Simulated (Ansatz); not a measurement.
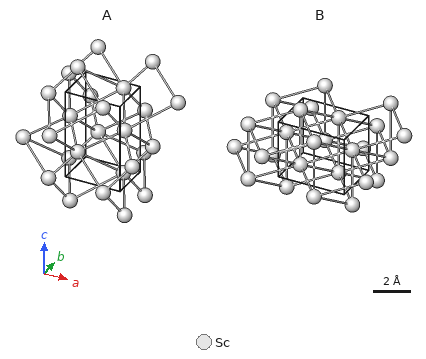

Two geometries of a crystal of Sc (built on the trigonal selenium_152 type) (coarse preliminary run), drawn at one scale. One is the start of a relaxation, the other its converged end. The picture is a ball-and-stick view of the cell of the calculation, seen slightly off an axis.

These are results of DFT PBEsol, scalar-relativistic, plane waves, PAW (Ansatz), not measurements. (plane-wave cutoff 420 eV; k-point mesh 6 × 6 × 4; occupations gaussian; smearing width 0.1 eV; no spin polarisation; cell and atoms relaxed; force threshold 0.04 eV/Å; at most 70 steps)

Which geometry has the lower energy?

Answer. Structure B is the relaxed one. Case: trigonal selenium type (P3_121, No. 152). The largest moves relative to the cell, 0.56 Å, are those of Sc atoms. The drawn cell changes as follows: a = b 4.271 → 5.146 Å (+20.5 %), c 4.845 → 3.124 Å (−35.5 %); the volume changes by −6.4 %. Some distances before and after: Sc–Sc 4.845 → 3.124 Å, Sc–Sc 2.321 → 3.148 Å, Sc–Sc 3.361 → 3.148 Å. Among the angles between lasting bonds that change: Sc–Sc–Sc 103.1° → 70.4°, Sc–Sc–Sc 78.9° → 109.6°, Sc–Sc–Sc 99.0° → 70.4°. The space group (tolerance 0.01 Å) goes from P3_121 (No. 152) to R-3m (No. 166). After 13 accepted moves (15 points after the start) the energy has fallen by 4.072 eV per cell of the calculation. Largest force component: 2.4 eV/Å at the start, 0.00011 eV/Å at the end. Pressure: −2.19 GPa at the start and 0.09 GPa at the end. At 2 points the geometry stayed and the basis and grid were re-selected for the new cell (energy shift of 26.4 meV per cell of the calculation at most each time). The run took of the order of 80 core-seconds on a shared host.
